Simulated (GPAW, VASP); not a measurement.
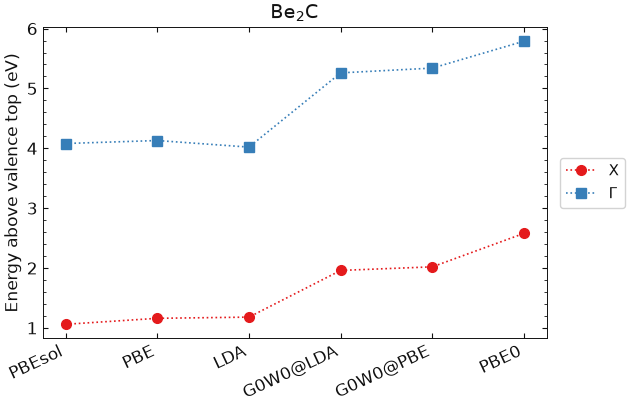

Lowest conduction level at each named k point, counted from the valence-band top at Γ, by several methods on one cell of antifluorite-type Be2C, space group Fm-3m (No. 225), 3 atoms in the primitive cell; cubic a = 4.330 Å. All runs are without spin-orbit coupling and carry no moments.

Does G0W0@LDA shift these levels rigidly from LDA?

The shifts are +0.78 eV at X and +1.24 eV at Γ, and at points that aren't plotted +1.19 eV (L): over the named points that both runs hold, a spread of 0.46 eV on a mean of 1.07 eV, so one shift doesn't describe them. Over all 16 corrected points, named or not, the shifts from that run's own start go from +0.79 to +1.32 eV.

How do the methods rank at X?

From low to high: PBEsol 1.06, PBE 1.16, LDA 1.18, G0W0@LDA 1.96, G0W0@PBE 2.02, PBE0 2.58 eV. Too close to rank are PBE against LDA (different potentials) and G0W0@LDA against G0W0@PBE (different programs, potentials, cutoffs and GW settings).

Do the methods agree on which of these conduction levels is lowest?

Yes: all put it at X.

| method | program | X (eV) | Γ (eV) |
| --- | --- | --- | --- |
| PBEsol | VASP | 1.06 | 4.08 |
| PBE | VASP | 1.16 | 4.13 |
| LDA | VASP | 1.18 | 4.02 |
| G0W0@LDA | VASP | 1.96 | 5.26 |
| G0W0@PBE | GPAW | 2.02 | 5.34 |
| PBE0 | VASP | 2.58 | 5.79 |

Settings. PBEsol: VASP PAW PBE potentials, release 64 (C, Be), 12×12×12 k mesh, 520 eV cutoff, Gaussian smearing of 0.02 eV (VASP). PBE: VASP PAW PBE potentials, release 64 (C, Be), 12×12×12 k mesh, 520 eV cutoff, Gaussian smearing of 0.02 eV (VASP 6.6.1). LDA: VASP PAW LDA potentials, release 64 (C, Be), 12×12×12 k mesh, 520 eV cutoff, Gaussian smearing of 0.02 eV (VASP 6.6.1). G0W0@LDA: LDA, VASP PAW LDA potentials, release 64 (C_GW, Be_GW), 6×6×6 k mesh, 500 eV cutoff, Gaussian smearing of 0.01 eV (VASP 6.6.1), G0W0 with GW iterations 1, cutoff of the response function 200 eV, frequency points 50 and empty bands 130. G0W0@PBE: PBE, GPAW PAW data sets (gpaw-data 1.2.1), 6×6×6 k mesh, 600 eV cutoff, Fermi-Dirac smearing of 0.001 eV (GPAW 26.7.0), G0W0 with response cutoff 250 eV, frequency model plasmon pole and response bands 182, extrapolated in the response cutoff. PBE0: VASP PAW PBE potentials, release 64 (C, Be), 8×8×8 k mesh, 520 eV cutoff, Gaussian smearing of 0.02 eV (VASP 6.6.1).

These are six of the 13 methods that were run on this cell. The runs come from different programs and meshes, which adds differences of its own. LDA, GGA and most meta-GGA functionals understate gaps. PBEsol and PBE0: the PAW data sets were made with another functional. G0W0@LDA: bands, screening cutoff and mesh are small and nothing is extrapolated, so the quasiparticle values aren't converged. G0W0@PBE: the k mesh is coarse. G0W0@PBE: the quasiparticle gap is taken among the few k points that were corrected. G0W0@PBE: the long-wavelength limit can be off by a per cent or two. PBE0: the k mesh is thin for exact exchange. The GW runs differ in bands or cutoffs. The GW values that aren't extrapolated fall short of the basis limit.
